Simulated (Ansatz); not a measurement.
**C16H (charge +1): nudged elastic band (part 3 of 3)**

The same run, continued: C16H (defect cell, 17 atoms in the cell, total charge +1); DFT PBE-D3(BJ), scalar-relativistic, plane waves, PAW, no spin polarisation (Ansatz 0.2.0); cutoff 420 eV, 3×3×3 k-mesh, Gaussian smearing of 0.02 eV. It belongs to a series of runs on one base structure; here: band between the two ends.

Geometry of the input (Å; fractional positions):
```
0.0000  3.5700  3.5700
3.5700  0.0000  3.5700
3.5700  3.5700  0.0000
C  0.0026  -0.0011  -0.0103
C  0.1313  0.1231  0.1105
C  0.0100  -0.0011  0.4839
C  0.1272  0.1221  0.6162
C  0.0015  0.4987  -0.0074
C  0.1252  0.6258  0.1157
C  -0.0093  0.5001  0.4902
C  0.0973  0.6357  0.6270
C  0.5059  -0.0011  -0.0111
C  0.6286  0.1232  0.1150
C  0.5039  -0.0024  0.4885
C  0.6403  0.1131  0.6145
C  0.4999  0.4970  -0.0058
C  0.6298  0.6249  0.1120
C  0.5339  0.4920  0.4777
C  0.6210  0.6250  0.6207
H  0.3154  0.4129  0.5511
```

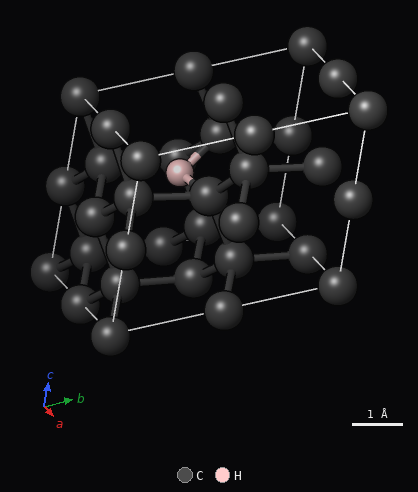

Figure 1. The structure as given in the input (ball-and-stick view of the cell of the calculation, seen slightly off an axis).

**Output, continued**
```
  k-point 1: bands = ["-7.6644", "-5.3770", "-3.2162", "-2.4507", "-2.2711", "-1.5677", "-1.4292", "-1.3922", "0.8712", "1.3390", "1.4455", "3.0536", "3.1190", "3.2030", "3.8157", "5.2203", "5.6916", "5.8730", "7.4302", "7.6883", "7.8318", "8.1816", "8.4126", "8.5077", "9.2287", "9.3559", "9.5229", "9.7244", "10.9864", "11.0841", "12.2893", "12.3822", "17.4541", "18.3378", "18.7097", "19.2626", "19.8016", "20.3540", "20.4916", "20.6236", "20.9001", "21.0186", "21.1124", "21.6591", "21.8243", "21.9201", "21.9594", "23.5830", "23.9163"]
  k-point 2: bands = ["-7.6911", "-5.3193", "-3.0901", "-2.3898", "-2.3777", "-1.6616", "-1.4633", "-1.3856", "0.6872", "1.3523", "1.5058", "2.9082", "3.1203", "3.2755", "3.9103", "5.4047", "5.7424", "5.7709", "7.4182", "7.7097", "7.8567", "8.1738", "8.3845", "8.4603", "9.2882", "9.4624", "9.5604", "9.6588", "10.9092", "11.1754", "12.3069", "12.4940", "16.9655", "18.0136", "18.5055", "19.6766", "19.7380", "20.0878", "20.5965", "20.6042", "20.9308", "21.1372", "21.4229", "21.5871", "21.7708", "21.9079", "22.0825", "23.7984", "23.9583"]
  k-point 13: bands = ["-6.7400", "-5.5630", "-5.2214", "-3.4190", "-3.1296", "-0.9231", "-0.6328", "-0.5214", "1.1558", "1.7244", "2.3843", "3.7466", "4.5086", "4.7146", "5.2128", "5.5318", "5.8439", "5.9458", "6.2025", "6.2618", "7.3265", "7.4696", "7.6871", "8.3862", "8.5235", "8.6056", "8.7646", "9.4770", "9.6295", "9.9234", "10.0853", "12.0269", "18.2249", "18.9831", "19.6934", "19.9564", "20.6483", "20.9827", "21.6791", "21.8908", "22.0986", "22.5142", "22.7797", "23.1282", "23.4759", "23.5211", "23.8068", "24.1559", "24.2315"]
this run last wrote the band of iteration 21 to [file]
--- NEB band (7 images, 21 band iterations, 856 SCF iterations) ---
  forward barrier  = 0.043043 eV
  backward barrier = 0.043004 eV
  lagrangian_above_aufbau_ev (what the smearing adds, to first order; not taken off the barriers): saddle image -0.000000 eV, end points -0.000000 and -0.000000 eV
  climbing image's point = of a kind that is not told: the force calls were inconclusive, a negative curvature could not be distinguished from the path's own, the only one lies far off the path, or fixed occupations may fill a level only in part (lowest curvatures found: -2.66 and 0.45 eV/Å²)
  energies are F+E_penalty+E_count in eV, relative to image 0
  image     s (Å)  Δ vs image 0  max|band force component| (eV/Å)
      0    0.0000      0.000000                                 —
      1    0.4167      0.031076                          3.140e-2
      2    0.8295      0.004404                          2.925e-2
      3    1.2422      0.011535                          3.882e-2
      4    1.6549      0.001205                          2.475e-2
  *   5    2.0675      0.043043                          9.932e-3
      6    2.4150      0.000039                                 —
  climbing-image geometry (image 5):
  cell:  # Å, volume = 90.9986 Å³
    - [0.0, 3.57, 3.57]
    - [3.57, 0.0, 3.57]
    - [3.57, 3.57, 0.0]
  atoms:
    - { symbol: C, position: [0.013474029898883494, -0.009693241856329415, -0.004022796168413706] }
    - { symbol: C, position: [0.14038028325034363, 0.11131395504857472, 0.12528048791090068] }
    - { symbol: C, position: [0.009260554968510859, -0.007629057189348421, 0.49703885880010085] }
    - { symbol: C, position: [0.14037997465839633, 0.1112669196442376, 0.6187624065114468] }
    - { symbol: C, position: [0.010536427579304786, 0.48794006800233053, 0.012935642627291022] }
    - { symbol: C, position: [0.14516303032640368, 0.6181410862162934, 0.11622394680870629] }
    - { symbol: C, position: [0.0104898384335054, 0.4878943520544532, 0.4843482181012316] }
    - { symbol: C, position: [0.15121876376387033, 0.627240774238395, 0.6087140616486908] }
    - { symbol: C, position: [0.5141620780103898, -0.009185535136919554, -0.003249695554374127] }
    - { symbol: C, position: [0.6394424958366347, 0.11520552925014682, 0.12053901623094809] }
    - { symbol: C, position: [0.5141585262611463, -0.00919104743080118, 0.49399975390899104] }
    - { symbol: C, position: [0.6358801482896768, 0.11448402582809108, 0.622679001436782] }
    - { symbol: C, position: [0.517661877887826, 0.4894512497354421, -0.005690007582554113] }
    - { symbol: C, position: [0.6378334480447483, 0.6171634863103541, 0.12227310105496714] }
    - { symbol: C, position: [0.5169665898151977, 0.4889316084290726, 0.4949101829844488] }
    - { symbol: C, position: [0.637794411029502, 0.6171623264013864, 0.6184697376710144] }
    - { symbol: H, position: [0.024734976945659903, 0.4314852987879548, 0.7696052069431558] }
```

**The last band as extended XYZ (Å, eV, eV/Å)**
```
17
Lattice="0.0000 3.5700 3.5700 3.5700 0.0000 3.5700 3.5700 3.5700 0.0000" Properties=species:S:1:pos:R:3:forces:R:3 image=0 energy=-4041.99033
C    -0.0408   -0.0277    0.0052   -0.0006  -0.0025  -0.0030
C     0.8342    0.8632    0.9083    0.0003   0.0019  -0.0014
C     1.7237    1.7635    0.0318    0.0044  -0.0011  -0.0094
C     2.6357    2.6538    0.8901    0.0004  -0.0024   0.0010
C     1.7540   -0.0211    1.7857    0.0002  -0.0052  -0.0016
C     2.6472    0.8603    2.6811    0.0014  -0.0002  -0.0028
C     3.5354    1.7166    1.7522    0.0009  -0.0037  -0.0014
C     4.5080    2.5857    2.6169   -0.0080   0.0084   0.0106
C    -0.0437    1.7664    1.8020   -0.0005   0.0014  -0.0014
C     0.8504    2.6546    2.6839    0.0000  -0.0002   0.0005
C     1.7355    3.5429    1.7904    0.0024   0.0011   0.0014
C     2.5978    4.4799    2.6899    0.0006   0.0010   0.0090
C     1.7536    1.7637    3.5589   -0.0036   0.0010   0.0013
C     2.6307    2.6482    4.4792   -0.0017   0.0063   0.0002
C     3.4618    3.6114    3.6624    0.0110  -0.0094  -0.0075
C     4.4472    4.4332    4.4483   -0.0070   0.0011   0.0067
H     3.4414    3.0934    2.6000   -0.0003   0.0025  -0.0023
17
Lattice="0.0000 3.5700 3.5700 3.5700 0.0000 3.5700 3.5700 3.5700 0.0000" Properties=species:S:1:pos:R:3:forces:R:3 image=1 energy=-4041.95926
C    -0.0290    0.0031   -0.0147    0.0009  -0.0108  -0.0053
C     0.8453    0.9009    0.8826   -0.0017  -0.0127   0.0035
C     1.7495    1.7855    0.0008    0.0020  -0.0011   0.0025
C     2.6477    2.6816    0.8671    0.0248  -0.0084   0.0191
C     1.7493    0.0194    1.7682   -0.0052  -0.0073  -0.0076
C     2.6477    0.8853    2.6645    0.0133   0.0035  -0.0231
C     3.5323    1.7395    1.7217    0.0115   0.0072   0.0020
C     4.5200    2.6534    2.6359    0.0123  -0.0599  -0.0761
C    -0.0299    1.7986    1.7807   -0.0015  -0.0065  -0.0006
C     0.8626    2.6848    2.6672    0.0007  -0.0075  -0.0095
C     1.7589    3.5696    1.7768    0.0019  -0.0149  -0.0058
C     2.6365    4.4903    2.6687   -0.0177   0.0052  -0.0195
C     1.7586    1.7947    3.5525   -0.0035  -0.0090  -0.0190
C     2.6361    2.6868    4.4732   -0.0186  -0.0150   0.0055
C     3.4961    3.6360    3.6182   -0.0373   0.0189   0.0163
C     4.4646    4.4602    4.4429   -0.0013  -0.0013  -0.0024
H     3.3673    2.7405    2.7294    0.0196   0.1195   0.1200
17
Lattice="0.0000 3.5700 3.5700 3.5700 0.0000 3.5700 3.5700 3.5700 0.0000" Properties=species:S:1:pos:R:3:forces:R:3 image=2 energy=-4041.98593
C    -0.0251    0.0045   -0.0060    0.0038   0.0002   0.0017
C     0.8509    0.8999    0.8956   -0.0031  -0.0033   0.0041
C     1.7448    1.7789   -0.0004   -0.0035  -0.0020   0.0006
C     2.6237    2.6863    0.8568   -0.0109   0.0070  -0.0088
C     1.7656    0.0186    1.7782   -0.0033  -0.0020   0.0025
C     2.6453    0.8910    2.6790   -0.0090  -0.0101   0.0076
C     3.4776    1.7168    1.7146    0.0207  -0.0099   0.0117
C     4.5305    2.7574    2.7420   -0.0143  -0.0067   0.0092
C    -0.0224    1.8018    1.7888    0.0024   0.0004   0.0013
C     0.8694    2.6924    2.6767   -0.0037   0.0001   0.0013
C     1.7583    3.5851    1.7902   -0.0090   0.0034   0.0023
C     2.6551    4.4883    2.6786    0.0045  -0.0030   0.0032
C     1.7713    1.8148    3.5668   -0.0030  -0.0004   0.0044
C     2.6641    2.6952    4.4714    0.0042   0.0033   0.0017
C     3.5528    3.6300    3.6188    0.0058  -0.0017   0.0040
C     4.4686    4.4973    4.4713    0.0034  -0.0039  -0.0088
H     3.4248    2.7145    2.3628    0.0149   0.0287  -0.0379
17
Lattice="0.0000 3.5700 3.5700 3.5700 0.0000 3.5700 3.5700 3.5700 0.0000" Properties=species:S:1:pos:R:3:forces:R:3 image=3 energy=-4041.97880
C    -0.0269    0.0106    0.0055    0.0001   0.0014   0.0008
C     0.8555    0.9038    0.9104    0.0008  -0.0048   0.0004
C     1.7427    1.7723    0.0025    0.0031  -0.0013   0.0085
C     2.6041    2.6899    0.8570    0.0072  -0.0134  -0.0038
C     1.7830    0.0331    1.8018   -0.0007   0.0016  -0.0022
C     2.6512    0.9142    2.7033   -0.0099  -0.0144   0.0043
C     3.4780    1.7067    1.7331    0.0239   0.0253  -0.0012
C     4.5223    2.7705    2.7714   -0.0086  -0.0303  -0.0334
C    -0.0244    1.8029    1.8007    0.0074   0.0029  -0.0037
C     0.8657    2.6950    2.6893   -0.0002  -0.0007  -0.0013
C     1.7499    3.5849    1.7985   -0.0031   0.0009  -0.0022
C     2.6541    4.4799    2.6846    0.0020  -0.0012   0.0003
C     1.7655    1.8233    3.5851    0.0027  -0.0046  -0.0033
C     2.6628    2.6978    4.4850   -0.0003   0.0024   0.0009
C     3.5510    3.6130    3.6160   -0.0035   0.0080   0.0087
C     4.4553    4.4937    4.4775    0.0020  -0.0058  -0.0060
H     3.6071    2.8236    2.0127   -0.0231   0.0340   0.0331
17
Lattice="0.0000 3.5700 3.5700 3.5700 0.0000 3.5700 3.5700 3.5700 0.0000" Properties=species:S:1:pos:R:3:forces:R:3 image=4 energy=-4041.98913
C    -0.0351    0.0276    0.0122   -0.0006   0.0085  -0.0068
C     0.8536    0.9263    0.9138    0.0048  -0.0008   0.0038
C     1.7433    1.7850    0.0013   -0.0118   0.0002  -0.0001
C     2.5957    2.6986    0.8720   -0.0006   0.0053   0.0054
C     1.7891    0.0630    1.8135   -0.0097  -0.0090   0.0088
C     2.6445    0.9394    2.7229   -0.0186  -0.0074   0.0053
C     3.4672    1.7235    1.7396    0.0205  -0.0071   0.0236
C     4.4955    2.7738    2.7855    0.0041   0.0069  -0.0241
C    -0.0337    1.8133    1.8069   -0.0032  -0.0012   0.0010
C     0.8542    2.7049    2.6979   -0.0039  -0.0020  -0.0009
C     1.7419    3.5873    1.8038   -0.0038   0.0033   0.0096
C     2.6459    4.4806    2.6828   -0.0035  -0.0020   0.0047
C     1.7459    1.8311    3.6007   -0.0009  -0.0077  -0.0014
C     2.6483    2.7077    4.4954   -0.0012   0.0061   0.0007
C     3.5317    3.6052    3.6055   -0.0059  -0.0082  -0.0108
C     4.4322    4.4834    4.4799   -0.0023  -0.0083  -0.0075
H     3.9182    2.8069    1.7501    0.0367   0.0234  -0.0113
17
Lattice="0.0000 3.5700 3.5700 3.5700 0.0000 3.5700 3.5700 3.5700 0.0000" Properties=species:S:1:pos:R:3:forces:R:3 image=5 energy=-4041.94729
C    -0.0490    0.0337    0.0135    0.0006  -0.0003   0.0025
C     0.8446    0.9484    0.8985   -0.0016  -0.0001   0.0004
C     1.7472    1.8075    0.0058    0.0003  -0.0013   0.0001
C     2.6062    2.7101    0.8984    0.0026   0.0000   0.0022
C     1.7881    0.0838    1.7796   -0.0037   0.0057  -0.0009
C     2.6217    0.9332    2.7250    0.0037   0.0007   0.0012
C     3.4709    1.7666    1.7792   -0.0059   0.0030  -0.0018
C     4.4124    2.7130    2.7791   -0.0059   0.0054   0.0030
C    -0.0444    1.8240    1.8028    0.0003  -0.0007  -0.0005
C     0.8416    2.7131    2.6941    0.0002  -0.0002   0.0004
C     1.7308    3.5991    1.8027    0.0008  -0.0007   0.0001
C     2.6317    4.4931    2.6788    0.0009  -0.0007  -0.0004
C     1.7270    1.8277    3.5954   -0.0001   0.0010  -0.0006
C     2.6398    2.7136    4.4803    0.0021  -0.0014  -0.0026
C     3.5123    3.6124    3.5911   -0.0004  -0.0002  -0.0002
C     4.4112    4.4849    4.4802   -0.0006   0.0009  -0.0001
H     4.2879    2.8358    1.6287    0.0067  -0.0112  -0.0028
17
Lattice="0.0000 3.5700 3.5700 3.5700 0.0000 3.5700 3.5700 3.5700 0.0000" Properties=species:S:1:pos:R:3:forces:R:3 image=6 energy=-4041.99029
C    -0.0446    0.0231   -0.0028   -0.0020   0.0103   0.0066
C     0.8550    0.9602    0.8598    0.0025  -0.0029  -0.0007
C     1.7668    1.8134   -0.0145   -0.0023   0.0033   0.0069
C     2.6251    2.7042    0.8974    0.0049  -0.0095   0.0012
C     1.8278    0.0924    1.7236   -0.0181  -0.0234   0.0022
C     2.6133    0.9137    2.7089    0.0070  -0.0045   0.0063
C     3.4874    1.7667    1.7971   -0.0039   0.0046  -0.0031
C     4.3518    2.6352    2.7702    0.0072   0.0203  -0.0196
C    -0.0332    1.8168    1.7882   -0.0044  -0.0003  -0.0079
C     0.8486    2.7048    2.6821    0.0066   0.0021   0.0005
C     1.7401    3.5925    1.7907    0.0004  -0.0023   0.0030
C     2.6432    4.4832    2.6658    0.0027   0.0019   0.0018
C     1.7238    1.8142    3.5852    0.0045  -0.0022   0.0015
C     2.6441    2.6989    4.4625    0.0027  -0.0079  -0.0026
C     3.5208    3.5987    3.5856   -0.0062   0.0093   0.0046
C     4.4161    4.4806    4.4788   -0.0019  -0.0015  -0.0024
H     4.3357    3.1437    1.7040    0.0005   0.0027   0.0016
```
